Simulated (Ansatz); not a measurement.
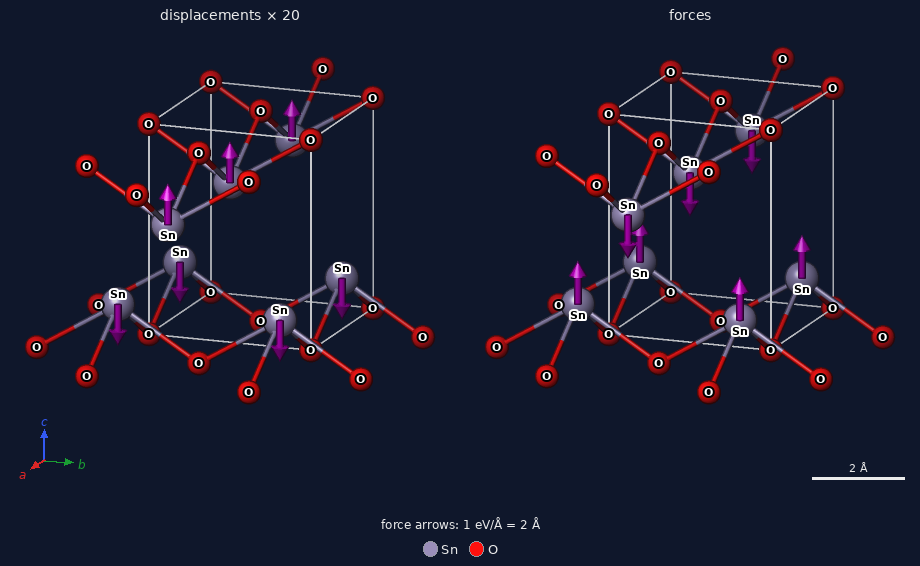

Left: a crystal of SnO (built on the measured structure type), with purple arrows for the displacements applied to it (without the part that the change of the cell carries along). Right: the displaced structure with the computed forces. Besides, the cell is strained by +4.7 % along c and none across it (volume +4.7 %). Style: ball-and-stick. Shown: the cell of the calculation, repeated 2 × 1 × 1 with one cell outlined, slightly off an axis.

All numbers below come from DFT, PBE, plane waves, PAW in Ansatz. Set-up: plane-wave cutoff 420 eV; k-point mesh 6 × 6 × 6; occupations fermi dirac; smearing width 0.02 eV; no spin polarisation.

Describe the distortion and the response.

Answer. The Sn atoms are displaced by 0.05 Å relative to the cell. No relaxation follows. The space group stays P4/nmm (No. 129). It lowers the energy by 8.1 meV per atom. The pressure goes from 5.4 to 4.4 GPa. The principal stresses (compression positive) are 3.1 GPa along c and 5.0 GPa across it. The largest forces, 0.5 eV/Å, act on 2 Sn atoms of the calculation's cell. The forces point straight back along the displacements (cosine −1.00).
